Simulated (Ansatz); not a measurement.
Geometry relaxation of GaAs (part 3 of 3)

GaAs (slab, 16 atoms in the cell); DFT PBE+D3(BJ), scalar-relativistic, plane waves, PAW, no spin polarisation (Ansatz 0.2.0); cutoff 420 eV, 2×2×1 k-mesh, Gaussian smearing of 0.05 eV. The structure derives from an entry of the Crystallography Open Database. The input holds or restrains some coordinates. Forces given for the steps count only the free coordinates. It belongs to a series of runs on one base structure; here: clean slab, lower planes held.

Geometry of the input (Å; fractional positions):
```
8.0267  0.0000  0.0000
-4.0134  6.9513  0.0000
0.0000  0.0000  20.0961
As 0.5000  0.0000  0.3981
As 0.5000  0.5000  0.3981
As 0.0000  0.0000  0.3981
As 0.0000  0.5000  0.3981
Ga 0.1667  0.8333  0.4389
Ga 0.1667  0.3333  0.4389
Ga 0.6667  0.8333  0.4389
Ga 0.6667  0.3333  0.4389
As 0.6667  0.8333  0.5611
As 0.6667  0.3333  0.5611
As 0.1667  0.8333  0.5611
As 0.1667  0.3333  0.5611
Ga 0.3333  0.6667  0.6019
Ga 0.3333  0.1667  0.6019
Ga 0.8333  0.6667  0.6019
Ga 0.8333  0.1667  0.6019
```

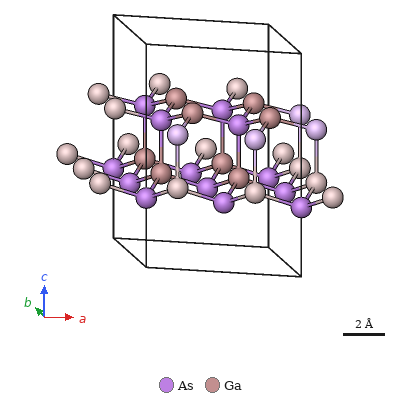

**Figure 1.** The geometry at step 3 of the log (ball-and-stick view of the cell of the calculation, with the vacuum cut short, seen slightly off an axis; neighbours outside the cell are drawn fainter).

What the program printed, continued
```
--- Forces (eV/Å), atoms counted from 1 ---
  atom   1  As     0.00000000     0.00000000     0.24825503
  atom   2  As     0.00000000     0.00000000     0.24825503
  atom   3  As     0.00000000     0.00000000     0.24825503
  atom   4  As     0.00000000     0.00000000     0.24825503
  atom   5  Ga     0.00000000     0.00000000    -0.22542969
  atom   6  Ga     0.00000000     0.00000000    -0.22542969
  atom   7  Ga     0.00000000     0.00000000    -0.22542969
  atom   8  Ga     0.00000000     0.00000000    -0.22542969
  atom   9  As    -0.00000000    -0.00000000    -0.00479674
  atom  10  As    -0.00000000    -0.00000000    -0.00479674
  atom  11  As    -0.00000000    -0.00000000    -0.00479674
  atom  12  As    -0.00000000    -0.00000000    -0.00479674
  atom  13  Ga     0.00000000     0.00000000    -0.01801379
  atom  14  Ga     0.00000000     0.00000000    -0.01801379
  atom  15  Ga     0.00000000     0.00000000    -0.01801379
  atom  16  Ga     0.00000000     0.00000000    -0.01801379
  max |Σ_I F_I| component: 5.92e-5 eV/Å
--- Band table (eV) ---
  k-point 0: bands = ["-36.2067", "-36.2067", "-36.2067", "-36.2063", "-36.2063", "-36.2051", "-36.2051", "-36.2051", "-36.2015", "-36.2007", "-36.2007", "-36.2007", "-36.1933", "-36.1933", "-36.1933", "-36.1929", "-36.1929", "-36.1928", "-36.1928", "-36.1928", "-34.8730", "-34.8730", "-34.8730", "-34.8729", "-34.8729", "-34.8716", "-34.8716", "-34.8716", "-34.8534", "-34.8534", "-34.8534", "-34.8530", "-34.8530", "-34.8530", "-34.8530", "-34.8530", "-34.8507", "-34.8499", "-34.8499", "-34.8499", "-16.0560", "-16.0430", "-16.0430", "-16.0430", "-15.9689", "-15.9689", "-15.9689", "-15.9512", "-15.9512", "-15.9444", "-15.9444", "-15.9444", "-15.9055", "-15.9055", "-15.9055", "-15.8922", "-15.8922", "-15.8601", "-15.8601", "-15.8601", "-14.8018", "-14.7872", "-14.7872", "-14.7872", "-14.7476", "-14.7476", "-14.7476", "-14.7159", "-14.7159", "-14.7151", "-14.7151", "-14.7151", "-14.6633", "-14.6633", "-14.6633", "-14.6495", "-14.6495", "-14.6208", "-14.6208", "-14.6208", "-13.0426", "-11.6062", "-11.6062", "-11.6062", "-11.3592", "-9.9729", "-9.9729", "-9.9729", "-7.6512", "-7.6512", "-7.6512", "-6.2857", "-6.2857", "-6.2857", "-5.3406", "-3.3274", "-3.3274", "-3.3274", "-2.9922", "-2.9922", "-2.9922", "-2.4180", "-1.8913", "-1.8913", "-1.5807", "-1.5807", "-1.5807", "-1.3571", "-1.3571", "-1.3571", "-0.2111", "-0.2076", "-0.2076", "0.3665", "0.3665", "0.3665", "0.8857", "0.8857", "0.8857", "0.9500", "1.8208", "1.9087", "1.9087", "1.9087", "2.8885", "2.8885", "2.8885", "3.2941", "3.3427", "3.3427", "4.4108", "4.5891", "4.5891", "4.9057", "5.0148"]
  k-point 1: bands = ["-36.2065", "-36.2065", "-36.2063", "-36.2063", "-36.2057", "-36.2057", "-36.2055", "-36.2055", "-36.2011", "-36.2011", "-36.2007", "-36.2007", "-36.1932", "-36.1932", "-36.1931", "-36.1931", "-36.1929", "-36.1929", "-36.1929", "-36.1929", "-34.8729", "-34.8729", "-34.8726", "-34.8726", "-34.8722", "-34.8722", "-34.8719", "-34.8719", "-34.8533", "-34.8533", "-34.8532", "-34.8532", "-34.8531", "-34.8531", "-34.8530", "-34.8530", "-34.8503", "-34.8503", "-34.8500", "-34.8500", "-16.0439", "-16.0439", "-16.0350", "-16.0350", "-15.9714", "-15.9714", "-15.9649", "-15.9649", "-15.9471", "-15.9471", "-15.9465", "-15.9465", "-15.9032", "-15.9032", "-15.8991", "-15.8991", "-15.8777", "-15.8777", "-15.8655", "-15.8655", "-14.7905", "-14.7905", "-14.7817", "-14.7817", "-14.7485", "-14.7485", "-14.7355", "-14.7355", "-14.7187", "-14.7187", "-14.7150", "-14.7150", "-14.6582", "-14.6582", "-14.6569", "-14.6569", "-14.6358", "-14.6358", "-14.6272", "-14.6272", "-12.4807", "-12.4807", "-11.6440", "-11.6440", "-10.8017", "-10.8017", "-9.9942", "-9.9942", "-7.3147", "-7.3147", "-5.9568", "-5.9568", "-5.8527", "-5.8527", "-4.7777", "-4.7777", "-4.4340", "-4.4340", "-3.1968", "-3.1968", "-2.9088", "-2.9088", "-2.8338", "-2.8338", "-2.7327", "-2.7327", "-1.3403", "-1.3403", "-1.0073", "-1.0073", "-0.7320", "-0.7320", "0.2366", "0.2366", "0.6844", "0.6844", "1.3725", "1.3725", "2.6478", "2.6478", "2.6593", "2.6593", "3.5825", "3.5825", "3.5892", "3.5892", "4.0741", "4.0741", "4.1272", "4.1272", "4.6192", "4.6192", "4.6558", "4.6558", "4.8485"]
--- Relaxed structure (5 steps of the walk, 5 accepted, 0 SCFs on fresh bases) ---
  F+E_penalty+E_count = -69115.80792623 eV   max|allowed force component| = 1.801e-2 eV/Å
  atoms:
    - { symbol: As, position: [0.5000000000000001, -4.047688110558697e-17, 0.39808690730000007] }
    - { symbol: As, position: [0.5000000000000001, 0.5, 0.39808690730000007] }
    - { symbol: As, position: [2.891205793186973e-17, -4.0476881105586976e-17, 0.39808690730000007] }
    - { symbol: As, position: [1.1102230246251565e-16, 0.49999999999999994, 0.39808690730000007] }
    - { symbol: Ga, position: [0.16666666666666674, 0.8333333333333336, 0.43885214440000003] }
    - { symbol: Ga, position: [0.16666666666666669, 0.3333333333333333, 0.43885214440000003] }
    - { symbol: Ga, position: [0.6666666666666667, 0.8333333333333335, 0.43885214440000003] }
    - { symbol: Ga, position: [0.6666666666666669, 0.3333333333333333, 0.43885214440000003] }
    - { symbol: As, position: [0.6666666666666667, 0.8333333333333335, 0.5732992923012765] }
    - { symbol: As, position: [0.6666666666666669, 0.3333333333333333, 0.5732992923012765] }
    - { symbol: As, position: [0.16666666666666674, 0.8333333333333336, 0.5732992923012765] }
    - { symbol: As, position: [0.16666666666666669, 0.3333333333333333, 0.5732992923012765] }
    - { symbol: Ga, position: [0.3333333333333335, 0.6666666666666666, 0.6015933379620878] }
    - { symbol: Ga, position: [0.33333333333333354, 0.16666666666666666, 0.6015933379620878] }
    - { symbol: Ga, position: [0.8333333333333333, 0.6666666666666667, 0.6015933379620878] }
    - { symbol: Ga, position: [0.8333333333333334, 0.16666666666666666, 0.6015933379620878] }
```

Trajectory as extended XYZ (Å, eV, eV/Å), 5 frames, from step=1 to step=5
```
16
Lattice="8.0267 0.0000 0.0000 -4.0134 6.9513 0.0000 0.0000 0.0000 20.0961" Properties=species:S:1:pos:R:3:forces:R:3 step=1 energy=-69115.36083
As    4.0134    0.0000    8.0000    0.0000   0.0000   0.2291
As    2.0067    3.4757    8.0000    0.0000   0.0000   0.2291
As    0.0000    0.0000    8.0000    0.0000   0.0000   0.2291
As   -2.0067    3.4757    8.0000    0.0000   0.0000   0.2291
Ga   -2.0067    5.7928    8.8192    0.0000   0.0000  -0.9836
Ga    0.0000    2.3171    8.8192    0.0000   0.0000  -0.9836
Ga    2.0067    5.7928    8.8192    0.0000   0.0000  -0.9836
Ga    4.0134    2.3171    8.8192    0.0000   0.0000  -0.9836
As    2.0067    5.7928   11.2769    0.0000   0.0000   1.2299
As    4.0134    2.3171   11.2769    0.0000   0.0000   1.2299
As   -2.0067    5.7928   11.2769    0.0000   0.0000   1.2299
As    0.0000    2.3171   11.2769    0.0000   0.0000   1.2299
Ga    0.0000    4.6342   12.0961    0.0000   0.0000  -0.4758
Ga    2.0067    1.1586   12.0961    0.0000   0.0000  -0.4758
Ga    4.0134    4.6342   12.0961    0.0000   0.0000  -0.4758
Ga    6.0200    1.1586   12.0961    0.0000   0.0000  -0.4758
16
Lattice="8.0267 0.0000 0.0000 -4.0134 6.9513 0.0000 0.0000 0.0000 20.0961" Properties=species:S:1:pos:R:3:forces:R:3 step=2 energy=-69115.70516
As    4.0134    0.0000    8.0000    0.0000   0.0000   0.3771
As    2.0067    3.4757    8.0000    0.0000   0.0000   0.3771
As    0.0000    0.0000    8.0000    0.0000   0.0000   0.3771
As   -2.0067    3.4757    8.0000    0.0000   0.0000   0.3771
Ga   -2.0067    5.7928    8.8192    0.0000   0.0000  -0.6870
Ga    0.0000    2.3171    8.8192    0.0000   0.0000  -0.6870
Ga    2.0067    5.7928    8.8192    0.0000   0.0000  -0.6870
Ga    4.0134    2.3171    8.8192    0.0000   0.0000  -0.6870
As    2.0067    5.7928   11.3813    0.0000   0.0000   0.4114
As    4.0134    2.3171   11.3813    0.0000   0.0000   0.4114
As   -2.0067    5.7928   11.3813    0.0000   0.0000   0.4114
As    0.0000    2.3171   11.3813    0.0000   0.0000   0.4114
Ga    0.0000    4.6342   12.0869    0.0000   0.0000  -0.1014
Ga    2.0067    1.1586   12.0869    0.0000   0.0000  -0.1014
Ga    4.0134    4.6342   12.0869    0.0000   0.0000  -0.1014
Ga    6.0200    1.1586   12.0869    0.0000   0.0000  -0.1014
16
Lattice="8.0267 0.0000 0.0000 -4.0134 6.9513 0.0000 0.0000 0.0000 20.0961" Properties=species:S:1:pos:R:3:forces:R:3 step=3 energy=-69115.77776
As    4.0134    0.0000    8.0000    0.0000   0.0000   0.4414
As    2.0067    3.4757    8.0000    0.0000   0.0000   0.4414
As    0.0000    0.0000    8.0000    0.0000   0.0000   0.4414
As   -2.0067    3.4757    8.0000    0.0000   0.0000   0.4414
Ga   -2.0067    5.7928    8.8192    0.0000   0.0000  -0.4784
Ga    0.0000    2.3171    8.8192    0.0000   0.0000  -0.4784
Ga    2.0067    5.7928    8.8192    0.0000   0.0000  -0.4784
Ga    4.0134    2.3171    8.8192    0.0000   0.0000  -0.4784
As    2.0067    5.7928   11.4745    0.0000   0.0000   0.1597
As    4.0134    2.3171   11.4745    0.0000   0.0000   0.1597
As   -2.0067    5.7928   11.4745    0.0000   0.0000   0.1597
As    0.0000    2.3171   11.4745    0.0000   0.0000   0.1597
Ga    0.0000    4.6342   12.1480    0.0000   0.0000  -0.1231
Ga    2.0067    1.1586   12.1480    0.0000   0.0000  -0.1231
Ga    4.0134    4.6342   12.1480    0.0000   0.0000  -0.1231
Ga    6.0200    1.1586   12.1480    0.0000   0.0000  -0.1231
16
Lattice="8.0267 0.0000 0.0000 -4.0134 6.9513 0.0000 0.0000 0.0000 20.0961" Properties=species:S:1:pos:R:3:forces:R:3 step=4 energy=-69115.80042
As    4.0134    0.0000    8.0000    0.0000   0.0000   0.3455
As    2.0067    3.4757    8.0000    0.0000   0.0000   0.3455
As    0.0000    0.0000    8.0000    0.0000   0.0000   0.3455
As   -2.0067    3.4757    8.0000    0.0000   0.0000   0.3455
Ga   -2.0067    5.7928    8.8192    0.0000   0.0000  -0.3178
Ga    0.0000    2.3171    8.8192    0.0000   0.0000  -0.3178
Ga    2.0067    5.7928    8.8192    0.0000   0.0000  -0.3178
Ga    4.0134    2.3171    8.8192    0.0000   0.0000  -0.3178
As    2.0067    5.7928   11.5143    0.0000   0.0000   0.0411
As    4.0134    2.3171   11.5143    0.0000   0.0000   0.0411
As   -2.0067    5.7928   11.5143    0.0000   0.0000   0.0411
As    0.0000    2.3171   11.5143    0.0000   0.0000   0.0411
Ga    0.0000    4.6342   12.1307    0.0000   0.0000  -0.0688
Ga    2.0067    1.1586   12.1307    0.0000   0.0000  -0.0688
Ga    4.0134    4.6342   12.1307    0.0000   0.0000  -0.0688
Ga    6.0200    1.1586   12.1307    0.0000   0.0000  -0.0688
16
Lattice="8.0267 0.0000 0.0000 -4.0134 6.9513 0.0000 0.0000 0.0000 20.0961" Properties=species:S:1:pos:R:3:forces:R:3 step=5 energy=-69115.80793
As    4.0134    0.0000    8.0000    0.0000   0.0000   0.2483
As    2.0067    3.4757    8.0000    0.0000   0.0000   0.2483
As    0.0000    0.0000    8.0000    0.0000   0.0000   0.2483
As   -2.0067    3.4757    8.0000    0.0000   0.0000   0.2483
Ga   -2.0067    5.7928    8.8192    0.0000   0.0000  -0.2254
Ga    0.0000    2.3171    8.8192    0.0000   0.0000  -0.2254
Ga    2.0067    5.7928    8.8192    0.0000   0.0000  -0.2254
Ga    4.0134    2.3171    8.8192    0.0000   0.0000  -0.2254
As    2.0067    5.7928   11.5211    0.0000   0.0000  -0.0048
As    4.0134    2.3171   11.5211    0.0000   0.0000  -0.0048
As   -2.0067    5.7928   11.5211    0.0000   0.0000  -0.0048
As    0.0000    2.3171   11.5211    0.0000   0.0000  -0.0048
Ga    0.0000    4.6342   12.0897    0.0000   0.0000  -0.0180
Ga    2.0067    1.1586   12.0897    0.0000   0.0000  -0.0180
Ga    4.0134    4.6342   12.0897    0.0000   0.0000  -0.0180
Ga    6.0200    1.1586   12.0897    0.0000   0.0000  -0.0180
```

Results in brief

```csv
quantity,value
outcome,converged under the restraints of the input
electrons treated,224
free energy,−69115.8079 eV
"work function, top face",3.26 eV
"work function, bottom face",5.37 eV
Fermi energy,−0.194 eV
gap on the k-point mesh,none (metallic)
final volume,1121.29 Å³
work function (upper face),3.26 eV
"largest force (length of the vector) at the end, held atoms and coordinates included",0.248 eV/Å
hardware,"4 threads of Intel Xeon @ 2.50GHz (Skylake/Cascade Lake), 32 GiB of memory available, shared host"
wall time,43 s (CPU time 2.7 min)
peak memory,1.8 GiB
```

Notes

Warnings of the run: the exchange-correlation potential is rough where the density is thin.
